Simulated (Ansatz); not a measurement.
System AlN (space group F-43m, No. 216); source of the atomic positions: the end point of a relaxation with DFT, PBE, PAW with Ansatz's default frozen-core files, scalar-relativistic in Ansatz; the starting structure was generated, so it need not be a known form of this composition.

```cif
data_structure
_symmetry_space_group_name_H-M 'F-43m'
_symmetry_Int_Tables_number 216
_cell_length_a 4.4032
_cell_length_b 4.4032
_cell_length_c 4.4032
_cell_angle_alpha 90.000
_cell_angle_beta 90.000
_cell_angle_gamma 90.000
_cell_volume 85.37
loop_
_atom_site_label
_atom_site_type_symbol
_atom_site_symmetry_multiplicity
_atom_site_Wyckoff_symbol
_atom_site_fract_x
_atom_site_fract_y
_atom_site_fract_z
_atom_site_occupancy
Al1 Al 4 a 0.00000 0.00000 0.00000 1
N1 N 4 d 0.25000 0.25000 0.75000 1
```

Describe the stacking along [111], with columns A (0, 0), B (1/3, 2/3), C (2/3, 1/3) of the hexagonal mesh spanned by (a − b)/2 and (b − c)/2.

Al(A) – N(B) – Al(B) – N(C) – Al(C) – N(A) (six layers in 7.63 Å).

N layers alone: BCA, the cubic close-packed type.

Al: three tetrahedral sites (per hexagonal cell).

Polytype symbol 3C, the symbol of a tetrahedral polytype (number of double layers in the repeat and lattice).

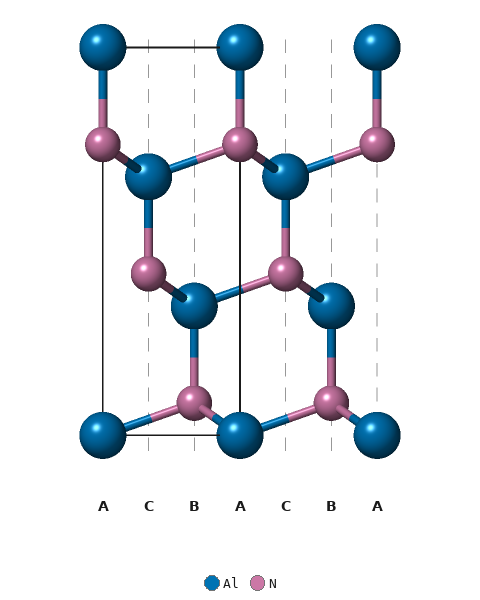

The picture looks along a close-packed row of the hexagonal mesh; [111] points upwards. The dashed lines mark the three columns A (0, 0), B (1/3, 2/3) and C (2/3, 1/3). The box is the hexagonal cell of the face-centred cubic lattice. The sequence starts with the first layer at or above the cell's origin.
